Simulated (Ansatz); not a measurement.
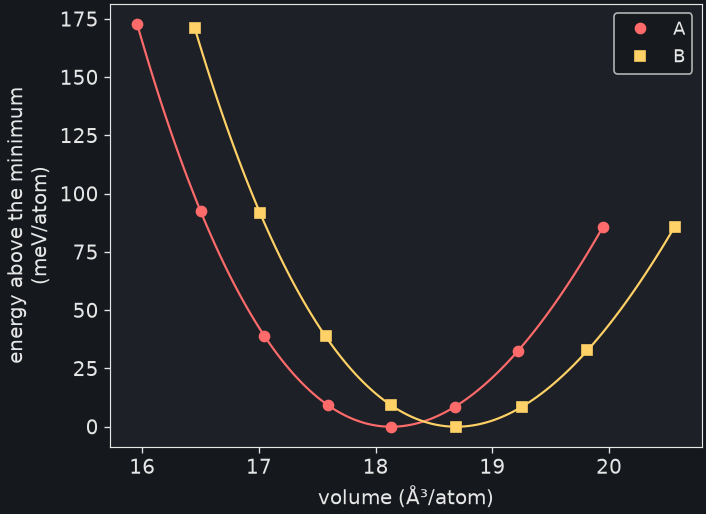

The figure compares two calculations of the energy above the minimum against volume, each curve from its own zero. The first is for Nb, space group Fm-3m (No. 225).

The cell holds 1 atom.

Method: third-order Birch-Murnaghan fit to density functional energies at scaled volumes of the given relaxed cell, shape and atoms relaxed at each volume; energies count from the fitted minimum; plane waves with PAW datasets, Γ-centred k mesh (Ansatz 0.2.0). Level: r2SCAN, no spin polarisation.

```json
{"setting": "wave cutoff", "value": "500 eV"}
{"setting": "k mesh", "value": "18×18×18"}
{"setting": "occupations", "value": "Gaussian"}
{"setting": "smearing width", "value": "0.1 eV"}
```

In the second, the level changes from r2SCAN to PBEsol. The second calculation uses wave cutoff 420.0 eV.

Q: Which of A and B is the second calculation, and what did the change do?

A: A. The equilibrium volume falls from 18.69 to 18.13 Å³/atom (−3.0 %) and the bulk modulus rises from 169 to 175 GPa (+3.6 %).

V0 and the bulk modulus come from third-order Birch–Murnaghan fits.
